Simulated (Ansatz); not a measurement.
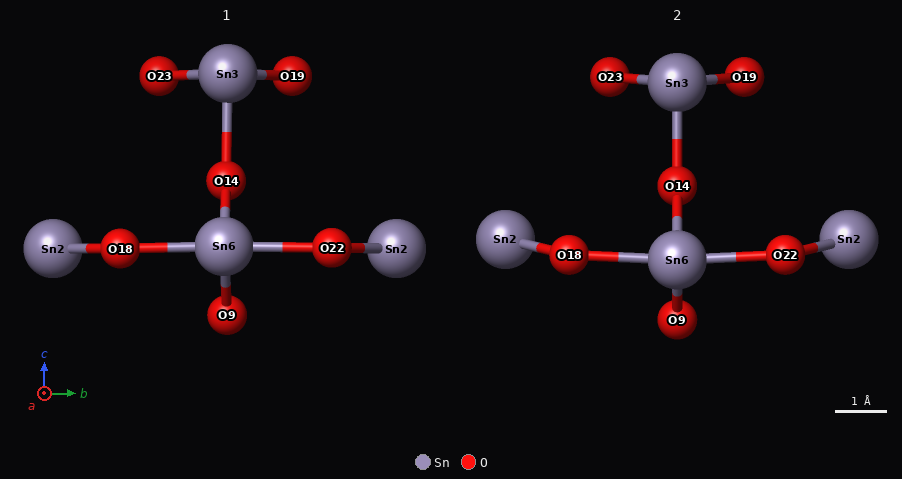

Two geometries of a slab of composition Sn$_{8}$O$_{16}$, drawn at one scale. One is the start of a relaxation, the other its converged end. Style: ball-and-stick. Shown: the atoms within 4.2 Å of the atom that moves most (axes of the 2 × 1 repeat of the cell, outlined in the plane, without the vacuum), along the a axis.

Method: DFT, PBEsol, PAW, plane waves in Ansatz. Set-up: plane-wave cutoff 420 eV; k-point mesh 6 × 3 × 1; no spin polarisation; atoms relaxed in a fixed cell; force threshold 0.03 eV/Å; at most 80 steps.

Which one is relaxed?

Answer. Structure 2 is the relaxed one. After 4 accepted moves (5 points after the start) the energy has fallen by 1.360 eV per cell of the calculation. Largest force component: 2.5 eV/Å at the start, 0.0076 eV/Å at the end. 1 step only repeated the SCF at the same geometry. The largest move relative to the layer's centre is that of Sn6, 0.27 Å at 11° to the normal (−c side). Largest moves by element: Sn 0.27 Å, O 0.15 Å. The cell stays as it was. Near-neighbour distances that change, for instance: Sn6–O14 2.036 → 2.164 Å, Sn6–O9 2.104 → 1.989 Å, Sn6–O18 2.039 → 2.124 Å, Sn6–O14 (another image) 2.088 → 2.165 Å. Bond angles that change, for instance: O9–Sn6–O9 100.0° → 107.7°, Sn6–O9–Sn6 100.0° → 107.7°, O14–Sn6–O14 102.3° → 95.8°.
